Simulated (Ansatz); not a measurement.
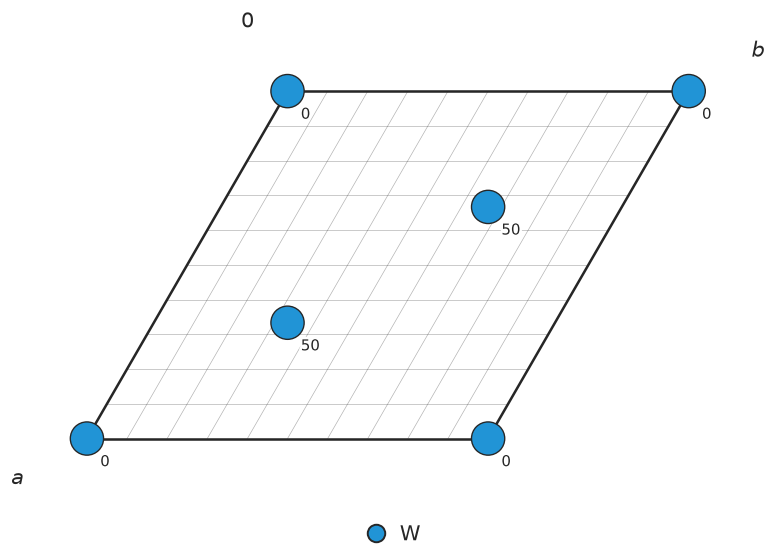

Plan of a unit cell projected along c (a down the page, b across); the numbers are heights in hundredths of c, and atoms on the cell's edges are repeated. The grid marks tenths of a and b. Source: the geometry relaxed with DFT r2SCAN, scalar-relativistic, plane waves, PAW in Ansatz 0.2.0; the starting structure was generated, so it need not be a known form of this composition. All values are computed from the atomic coordinates in the standard setting (tolerance 0.002 Å).

a = 4.672 Å, b = 4.672 Å, c = 2.586 Å, α = 90.00°, β = 90.00°, γ = 120.00°.

### What does the cell contain?

3 W: W, Z = 3.

### Which space group?

P6/mmm, No. 191, primitive hexagonal.

### Give the independent sites, coordinates to two places.

| atom | site | symmetry | x | y | z |
| --- | --- | --- | --- | --- | --- |
| W | 1a | 6/mmm | 0.00 | 0.00 | 0.00 |
| W | 2d | -6m2 | 0.33 | 0.67 | 0.50 |
